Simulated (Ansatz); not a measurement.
Consider this structure, Ta.

```yaml
crystal:
  lattice:
    - [6.05961, 0.00000, 0.00000]
    - [0.00000, 6.05961, 0.00000]
    - [0.00000, 0.00000, 6.05961]
  atoms:
    - { symbol: Ta, position: [0.75000, 0.75000, 0.75000] }
    - { symbol: Ta, position: [0.00000, 0.50000, 0.00000] }
    - { symbol: Ta, position: [0.75000, 0.25000, 0.25000] }
    - { symbol: Ta, position: [0.00000, 0.00000, 0.50000] }
    - { symbol: Ta, position: [0.25000, 0.75000, 0.25000] }
    - { symbol: Ta, position: [0.50000, 0.50000, 0.50000] }
    - { symbol: Ta, position: [0.25000, 0.25000, 0.75000] }
    - { symbol: Ta, position: [0.50000, 0.00000, 0.00000] }
```

Basis of the simulation: the end point of a relaxation with DFT, r2SCAN, plane waves (500 eV) with PAW, scalar-relativistic in Ansatz; the starting structure was generated, so it need not be a known form of this composition.

Predict the first 5 clear peaks of the X-ray G(r) with σ = 0.15 Å, and name the atom pairs.

1. 2.61 Å: Ta–Ta at 2.62 Å
2. 4.27 Å: Ta–Ta at 4.28 Å
3. 5.02 Å: Ta–Ta at 5.02 Å
4. 6.06 Å: Ta–Ta at 6.06 Å
5. 6.60 Å: Ta–Ta at 6.60 Å

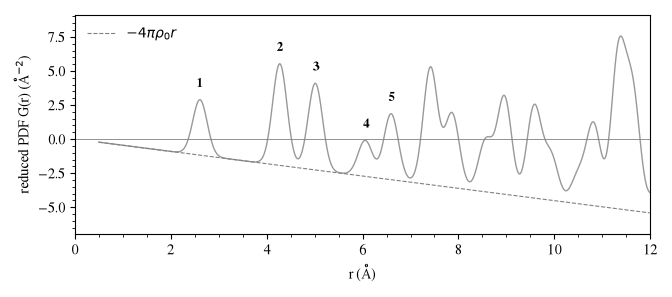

The curve is a calculated X-ray PDF: distances of the static structure, each pair weighted by the product of the atomic numbers (X-ray weights at Q = 0), broadened by Gaussians with σ = 0.15 Å. No termination ripples are included.
